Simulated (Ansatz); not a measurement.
Geometry relaxation of Sr8Ti8O23 (charge +2) (part 2 of 3)

Continued. System: Sr8Ti8O23 (defect cell, 39 atoms in the cell, total charge +2). Method: DFT PBEsol, scalar-relativistic, plane waves, PAW, no spin polarisation (Ansatz 0.2.0); cutoff 420 eV, 2×2×2 k-mesh, Gaussian smearing of 0.02 eV. The structure derives from a Materials Project entry. It belongs to a series of runs on one base structure; here: O after trading places with the vacancy, charge +2, atoms relaxed.

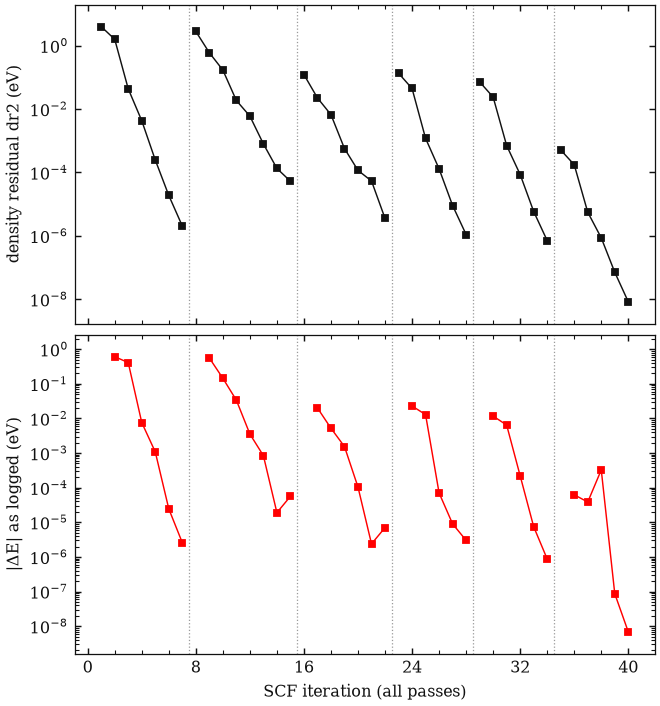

Figure 1. Convergence of the self-consistent field: density residual dr2 and size of the energy change against the SCF iteration. The dotted lines part the SCF passes of the relaxation: geometry steps, rejected trials and re-solves on a re-selected basis. The 6 passes take 6 to 8 iterations each, 40 in all.

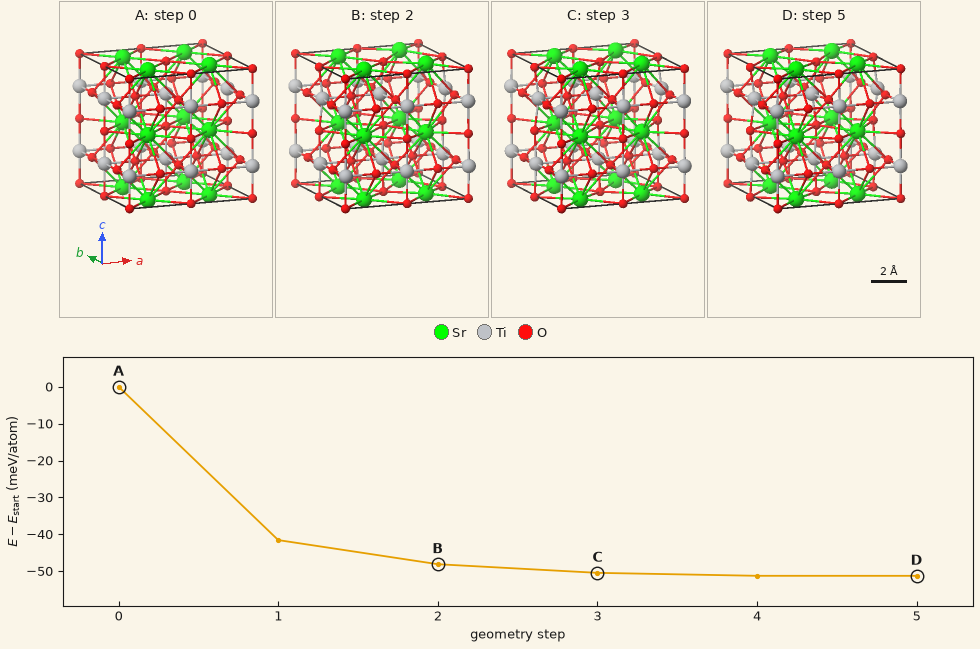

Figure 2. Frames of the relaxation (ball-and-stick view of the cell of the calculation (origin shifted), seen slightly off an axis) above the curves, on which the letters mark them (the first geometry is step 0 here and step 1 in the log).

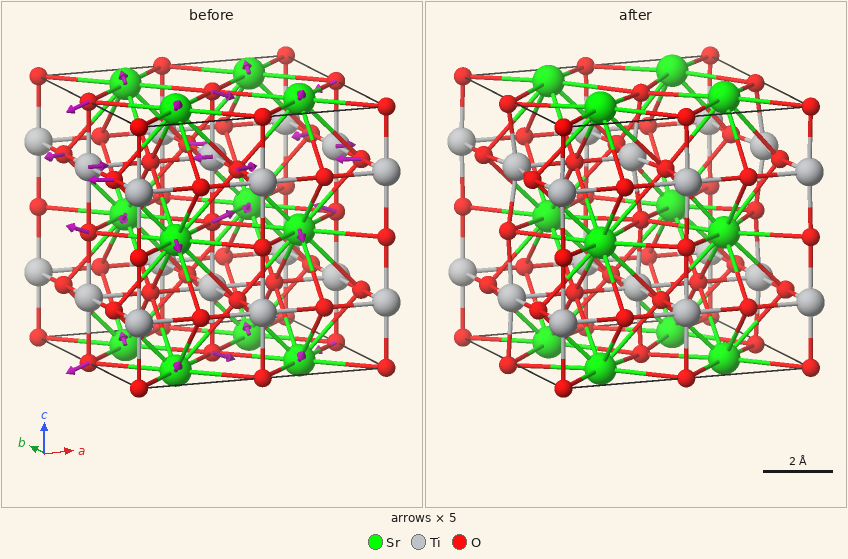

Figure 3. Before (left) and after (right) the relaxation, at one scale (ball-and-stick view of the cell of the calculation (origin shifted), seen slightly off an axis). The pink arrows give the displacements, magnified 5 times. The largest moves, 0.16 Å, are those of 8 atoms (O17, O25, O26, O27 and others). By element the largest moves are O 0.16 Å, Ti 0.13 Å, Sr 0.10 Å. The cell doesn't change. Distances before and after: Sr3–O17 2.751 → 2.906 Å, Ti11–O19 1.946 → 1.818 Å, Sr3–O24 2.751 → 2.655 Å, Sr3–O19 2.751 → 2.848 Å. Among the angles that change: O27–Ti11–O28 180.0° → 163.5°, Ti9–O17–Ti13 180.0° → 168.5°, O19–Ti11–O27 90.0° → 98.2°. Over 5 geometry steps the energy falls by 51.3 meV per atom. Largest force component: 4.6 eV/Å at the start, 0.012 eV/Å at the end. (Atoms are counted from 1 in the order of the input.)

```
SCF converged after 6 iterations
Free energy (F): -60718.476796 eV
Harris-Foulkes:  -60718.476796 eV  (|F-HF|=7.71e-10)
Internal energy: -60718.476796 eV  (E = F + TS)
E sigma→0 (E₀):  -60718.476796 eV
Fermi energy:    10.908446 eV
--- Per-component energies (eV) ---
  E_band       = -1699.179851
  E_kinetic    = 8156.993355
  E_local      = -19146.209574  (includes V_loc(G=0)·N_el)
  E_nonlocal   = 2758.622100
  E_hartree    = 6720.371321
  E_xc         = -3834.171296
  E_vxc        = -4430.909162  (∫ρ·V_xc dr)
  E_paw        = -32813.422779  (= ΣΔE_a)
  E_vpaw       = -2478.481599  (= ΣTr[D̂ρ^β])
  E_aug_tail   = 0.057722  (compensation charges beyond the density's cutoff)
  E_ewald      = -22563.719120
  E_core_change = 3.001476  (= ΣΔE_core)
  E_smearing   = -0.000000  (= −TS)
  E_closure    = -0.000000  (closes the sum)
  E_deformation_potential = 41.236719  (in the stress; not in F)
  Σ components = -60718.476796   (vs F -60718.476796, Δ=0.00e0)
--- Forces (eV/Å), atoms counted from 1 ---
  atom   1  Sr    -0.00176489     0.00000000    -0.00176489
  atom   2  Sr    -0.00176489     0.00000000     0.00176489
  atom   3  Sr    -0.00467553    -0.00000000    -0.00467553
  atom   4  Sr    -0.00467553    -0.00000000     0.00467553
  atom   5  Sr     0.00176489     0.00000000    -0.00176489
  atom   6  Sr     0.00176489    -0.00000000     0.00176489
  atom   7  Sr     0.00467553     0.00000000    -0.00467553
  atom   8  Sr     0.00467553    -0.00000000     0.00467553
  atom   9  Ti     0.00000000    -0.00030645    -0.00000000
  atom  10  Ti     0.00000000    -0.00026373     0.00000000
  atom  11  Ti     0.00000000     0.00030645    -0.00000000
  atom  12  Ti     0.00000000     0.00026373     0.00000000
  atom  13  Ti     0.00000000    -0.00026373     0.00000000
  atom  14  Ti     0.00000000     0.00298888     0.00000000
  atom  15  Ti     0.00000000     0.00026373     0.00000000
  atom  16  Ti     0.00000000    -0.00298888     0.00000000
  atom  17  O      0.01157659     0.00144172     0.00000000
  atom  18  O      0.00000000     0.00000000     0.00000000
  atom  19  O     -0.00000000     0.00000000     0.00000000
  atom  20  O      0.00000000    -0.00000000     0.00000000
  atom  21  O      0.00000000     0.00000000    -0.00000000
  atom  22  O      0.00000000     0.00000000     0.00000000
  atom  23  O      0.00000000    -0.00000000     0.00000000
  atom  24  O      0.00000000     0.00000000     0.00000000
  atom  25  O      0.00000000     0.00144172    -0.01157659
  atom  26  O      0.00000000     0.00144172     0.01157659
  atom  27  O      0.00000000    -0.00144172    -0.01157659
  atom  28  O      0.00000000    -0.00144172     0.01157659
  atom  29  O      0.00000000    -0.00256749    -0.00762112
  atom  30  O      0.00000000    -0.00256749     0.00762112
  atom  31  O      0.00000000     0.00256749    -0.00762112
  atom  32  O      0.00000000     0.00256749     0.00762112
  atom  33  O     -0.01157659     0.00144172     0.00000000
  atom  34  O     -0.00762112    -0.00256749     0.00000000
  atom  35  O     -0.01157659    -0.00144172     0.00000000
  atom  36  O     -0.00762112     0.00256749     0.00000000
  atom  37  O      0.00762112    -0.00256749     0.00000000
  atom  38  O      0.01157659    -0.00144172     0.00000000
  atom  39  O      0.00762112     0.00256749     0.00000000
  max |Σ_I F_I| component: 6.07e-18 eV/Å
--- Band table (eV) ---
  k-point 0: bands = ["-46.3908", "-46.3888", "-46.3142", "-46.3142", "-46.3132", "-46.3132", "-46.1905", "-46.1895", "-23.0773", "-22.9790", "-22.7999", "-22.7996", "-22.7802", "-22.7796", "-22.7739", "-22.7592", "-22.7489", "-22.7325", "-22.7218", "-22.7182", "-22.7164", "-22.7010", "-22.7001", "-22.6972", "-22.6960", "-22.6941", "-22.6801", "-22.6384", "-22.6331", "-22.6075", "-22.6060", "-22.6057", "-22.5734", "-22.5544", "-22.5475", "-22.5449", "-22.3195", "-22.3048", "-22.3048", "-22.3006",
      "-7.8989", "-7.5693", "-7.4970", "-7.4759", "-7.2781", "-7.0658", "-7.0359", "-6.8857", "-6.6593", "-6.5757", "-6.5586", "-6.5456", "-6.5238", "-6.4646", "-6.4321", "-6.4145", "-6.4014", "-6.3670", "-6.3551", "-6.3537", "-6.3321", "-6.2598", "-6.2369", "-4.7593", "-4.7563", "-4.6600", "-4.6382", "-4.6326", "-4.5919", "-4.5454", "-4.5302", "-4.5228", "-4.4792", "-4.3894", "-4.3784", "-4.3237", "-4.3183", "-4.3023", "-4.2722", "-4.2631",
      "-4.2198", "-4.1534", "-4.1130", "-4.1026", "-4.0216", "-4.0002", "-3.9853", "5.2008", "5.3789", "5.4078", "5.4801", "5.5043", "5.6122", "5.6421", "5.7110", "5.7148", "5.7714", "5.8259", "5.8811", "5.8938", "5.9189", "5.9285", "5.9660", "6.0777", "6.2013", "6.3214", "6.5309", "6.5582", "6.5723", "6.6171", "6.6422", "6.7494", "6.8013", "6.8398", "6.8521", "6.8667", "6.9364", "6.9431", "6.9770", "6.9931",
      "7.0438", "7.0520", "7.1186", "7.1734", "7.2468", "7.3065", "7.6038", "7.6084", "7.6922", "7.9742", "7.9848", "8.1053", "8.1805", "8.3670", "8.3880", "8.4391", "8.5347", "8.5449", "8.5527", "8.6112", "8.6155", "8.6235", "8.6542", "8.6658", "8.6813", "8.7552", "8.8210", "8.9426", "8.9904", "9.0559", "9.0823", "9.1942", "9.4588", "9.4738", "9.5848", "9.6214", "12.1955", "12.2686", "12.3008", "12.3610",
      "12.3908", "12.4328", "12.5509", "13.0594", "13.1232", "13.3738", "13.4267", "13.4484", "13.4587", "13.5141", "13.5242", "13.5437", "13.5493", "13.5583", "13.5967", "13.8630", "13.8966", "13.9107", "14.0280", "14.0417", "14.0519", "14.7195", "14.9911", "15.0113", "15.0377", "15.0438", "15.3323", "15.6863", "15.7714", "15.9063", "16.0121", "16.2273", "16.6449", "16.6842", "16.7012"]
--- Relaxed structure (6 steps of the walk, 6 accepted, 0 SCFs on fresh bases) ---
  F+E_penalty+E_count = -60718.47679595 eV   max|allowed force component| = 1.158e-2 eV/Å
  atoms:
    - { symbol: Sr, position: [3.143569991774244e-19, -0.008598016166680076, 0.5085980161666801] }
    - { symbol: Sr, position: [3.143569991774244e-19, 0.5085980161666801, 0.5085980161666801] }
    - { symbol: Sr, position: [0.5, -0.008777048527376933, 0.5087770485273769] }
    - { symbol: Sr, position: [0.5, 0.5087770485273769, 0.5087770485273769] }
    - { symbol: Sr, position: [3.143569991774244e-19, -0.008598016166680076, -0.00859801616668008] }
    - { symbol: Sr, position: [3.143569991774244e-19, 0.5085980161666801, -0.008598016166680076] }
    - { symbol: Sr, position: [0.5, -0.008777048527376933, -0.008777048527376933] }
    - { symbol: Sr, position: [0.5, 0.5087770485273769, -0.008777048527376933] }
    - { symbol: Ti, position: [0.2664049851104853, 0.25, 0.25] }
    - { symbol: Ti, position: [0.24611671545460045, 0.75, 0.25] }
    - { symbol: Ti, position: [0.7335950148895147, 0.25, 0.25] }
    - { symbol: Ti, position: [0.7538832845453995, 0.75, 0.25] }
    - { symbol: Ti, position: [0.24611671545460045, 0.25, 0.75] }
    - { symbol: Ti, position: [0.2504188371418454, 0.75, 0.75] }
    - { symbol: Ti, position: [0.7538832845453995, 0.25, 0.75] }
    - { symbol: Ti, position: [0.7495811628581548, 0.75, 0.75] }
    - { symbol: O, position: [0.23123784595644867, 0.25, 0.4932132012437458] }
    - { symbol: O, position: [3.143569991774245e-19, 0.75, 0.25] }
    - { symbol: O, position: [0.5, 0.25, 0.25] }
    - { symbol: O, position: [0.5, 0.75, 0.25] }
    - { symbol: O, position: [3.143569991774245e-19, 0.25, 0.75] }
    - { symbol: O, position: [3.143569991774245e-19, 0.75, 0.75] }
    - { symbol: O, position: [0.5, 0.25, 0.75] }
    - { symbol: O, position: [0.5, 0.75, 0.75] }
    - { symbol: O, position: [0.23123784595644867, 0.4932132012437458, 0.25] }
    - { symbol: O, position: [0.23123784595644867, 1.0067867987562542, 0.25] }
    - { symbol: O, position: [0.7687621540435513, 0.4932132012437458, 0.25] }
    - { symbol: O, position: [0.7687621540435513, 1.0067867987562542, 0.25] }
    - { symbol: O, position: [0.25182317052110753, 0.4995364720845636, 0.75] }
    - { symbol: O, position: [0.25182317052110753, 1.0004635279154366, 0.75] }
    - { symbol: O, position: [0.7481768294788925, 0.4995364720845636, 0.75] }
    - { symbol: O, position: [0.7481768294788925, 1.0004635279154366, 0.75] }
    - { symbol: O, position: [0.23123784595644867, 0.25, 0.0067867987562542] }
    - { symbol: O, position: [0.25182317052110753, 0.75, 0.0004635279154364537] }
    - { symbol: O, position: [0.7687621540435513, 0.25, 0.0067867987562542] }
    - { symbol: O, position: [0.7481768294788925, 0.75, 0.00046352791543645335] }
    - { symbol: O, position: [0.25182317052110753, 0.75, 0.4995364720845636] }
    - { symbol: O, position: [0.7687621540435513, 0.25, 0.4932132012437458] }
    - { symbol: O, position: [0.7481768294788925, 0.75, 0.4995364720845636] }
```

Trajectory as extended XYZ (Å, eV, eV/Å), 5 of the 6 frames kept, from step=1 to step=6:
```
39
Lattice="0.0000 -7.7823 0.0000 0.0000 0.0000 -7.7823 7.7823 0.0000 0.0000" Properties=species:S:1:pos:R:3:forces:R:3 step=1 energy=-60716.47714
Sr    3.8911    0.0000    0.0000    1.1675   0.0000   1.1675
Sr    3.8911    0.0000   -3.8911    1.1675   0.0000  -1.1675
Sr    3.8911   -3.8911    0.0000    0.4237   0.0000   0.4237
Sr    3.8911   -3.8911   -3.8911    0.4237   0.0000  -0.4237
Sr    0.0000    0.0000    0.0000   -1.1675   0.0000   1.1675
Sr    0.0000    0.0000   -3.8911   -1.1675   0.0000  -1.1675
Sr    0.0000   -3.8911    0.0000   -0.4237   0.0000   0.4237
Sr    0.0000   -3.8911   -3.8911   -0.4237   0.0000  -0.4237
Ti    1.9456   -1.9456   -1.9456    0.0000  -4.6251   0.0000
Ti    1.9456   -1.9456   -5.8367    0.0000   0.0284   0.0000
Ti    1.9456   -5.8367   -1.9456    0.0000   4.6251   0.0000
Ti    1.9456   -5.8367   -5.8367    0.0000  -0.0284   0.0000
Ti    5.8367   -1.9456   -1.9456    0.0000   0.0284   0.0000
Ti    5.8367   -1.9456   -5.8367    0.0000  -0.2348   0.0000
Ti    5.8367   -5.8367   -1.9456    0.0000  -0.0284   0.0000
Ti    5.8367   -5.8367   -5.8367    0.0000   0.2348   0.0000
O     3.8911   -1.9456   -1.9456   -1.6670   1.0305   0.0000
O     1.9456    0.0000   -5.8367    0.0000   0.0000   0.0000
O     1.9456   -3.8911   -1.9456    0.0000   0.0000   0.0000
O     1.9456   -3.8911   -5.8367    0.0000   0.0000   0.0000
O     5.8367    0.0000   -1.9456    0.0000   0.0000   0.0000
O     5.8367    0.0000   -5.8367    0.0000   0.0000   0.0000
O     5.8367   -3.8911   -1.9456    0.0000   0.0000   0.0000
O     5.8367   -3.8911   -5.8367    0.0000   0.0000   0.0000
O     1.9456   -1.9456   -3.8911    0.0000   1.0305   1.6670
O     1.9456   -1.9456   -7.7823    0.0000   1.0305  -1.6670
O     1.9456   -5.8367   -3.8911    0.0000  -1.0305   1.6670
O     1.9456   -5.8367   -7.7823    0.0000  -1.0305  -1.6670
O     5.8367   -1.9456   -3.8911    0.0000   0.0679   0.4125
O     5.8367   -1.9456   -7.7823    0.0000   0.0679  -0.4125
O     5.8367   -5.8367   -3.8911    0.0000  -0.0679   0.4125
O     5.8367   -5.8367   -7.7823    0.0000  -0.0679  -0.4125
O     0.0000   -1.9456   -1.9456    1.6670   1.0305   0.0000
O     0.0000   -1.9456   -5.8367    0.4125   0.0679   0.0000
O     0.0000   -5.8367   -1.9456    1.6670  -1.0305   0.0000
O     0.0000   -5.8367   -5.8367    0.4125  -0.0679   0.0000
O     3.8911   -1.9456   -5.8367   -0.4125   0.0679   0.0000
O     3.8911   -5.8367   -1.9456   -1.6670  -1.0305   0.0000
O     3.8911   -5.8367   -5.8367   -0.4125  -0.0679   0.0000
```
